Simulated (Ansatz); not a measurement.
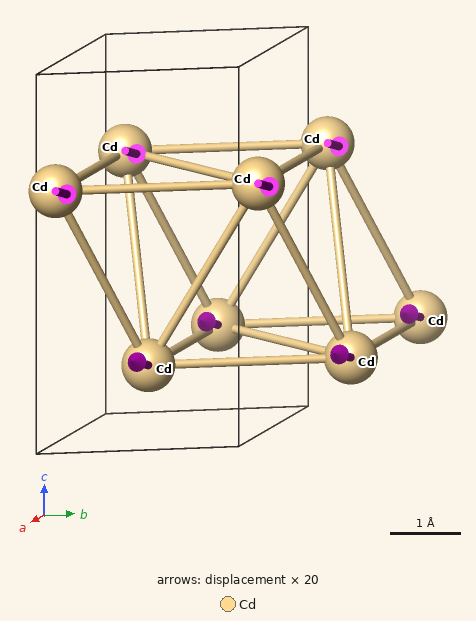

A relaxation of a crystal of Cd (set up in P-1). The starting structure is drawn; purple arrows show the displacements (the part carried along by the change of the cell is left out), magnified 20 times.

A ball-and-stick model of the cell of the calculation, repeated 2 × 2 × 1 with one cell outlined, seen slightly off an axis.

Case: atoms shaken by about 0.05 Å, then relaxed with the cell.

Theory: DFT, r2SCAN, PAW with Ansatz's default frozen-core files, scalar-relativistic (Ansatz). Set-up: plane-wave cutoff 500 eV; k-point mesh 9 × 9 × 4; occupations fermi dirac; smearing width 0.05 eV; no spin polarisation; cell and atoms relaxed; force threshold 0.01 eV/Å; at most 80 steps.

**What happened in the run?**

The largest moves relative to the cell, 0.036 Å, are those of Cd atoms. The volume changes by +4.5 %, with a 2.979 → 2.931 Å (−1.6 %), b 2.979 → 2.928 Å (−1.7 %), c 5.618 → 6.080 Å (+8.2 %), α 90.0° → 91.2°, β 90.0° → 88.6°, γ 120.0° → 120.1°. Near-neighbour distances that change, for instance: Cd–Cd 3.247 → 3.502 Å, Cd–Cd 3.276 → 3.490 Å, Cd–Cd 3.345 → 3.521 Å, Cd–Cd 3.278 → 3.453 Å. The space group stays P-1 (No. 2). After 12 accepted moves (16 points after the start) the energy has fallen by 25.8 meV per atom. Largest force component: 0.039 eV/Å at the start, 0.00083 eV/Å at the end. Pressure: 0.71 GPa at the start and 0.00 GPa at the end. The line search rejected the trial steps at points 11, 14 of the run. At 2 points the geometry stayed and the basis and grid were re-selected for the new cell (energy shift of 1.0 meV per atom at most each time).
